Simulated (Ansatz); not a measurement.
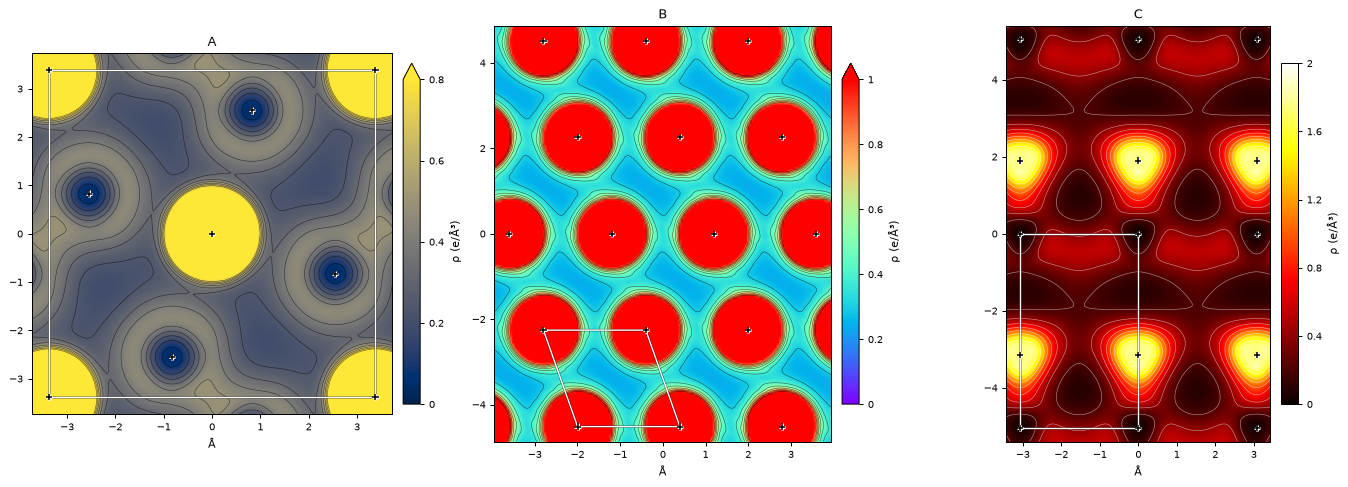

The valence electron density of 3 systems, each on a plane through atoms (crosses mark nuclei in the plane).

Level of theory: DFT r2SCAN, scalar-relativistic, plane waves, PAW in Ansatz.

System 1: Ni, the (001) plane of the calculation cell. Space group Im-3m; a structure from a database of computed crystals, not necessarily the ambient phase; spin-polarised.

System 2: Hf3Si2, the (001) plane of the conventional cell. Space group P4/mbm; a structure from a database of computed crystals, not necessarily the ambient phase; changed on purpose from its base cell (volume × 0.88, shape and atoms relaxed); computed pressure about 24 GPa in this cell.

System 3: SiC, the (100) plane of the conventional cell. Space group P6₃mc.

Match each panel to its system.

Answer. Panel A is system 2, Hf3Si2: the plane holds Hf and Si. Panel B is system 1, Ni: the plane holds Ni. Ni–Ni (2.40 Å): ρ at the midpoint is about 0.33 e/Å³. Panel C is system 3, SiC: the plane holds Si and C. Si–C (1.90 Å): ρ at the midpoint is about 0.88 e/Å³.
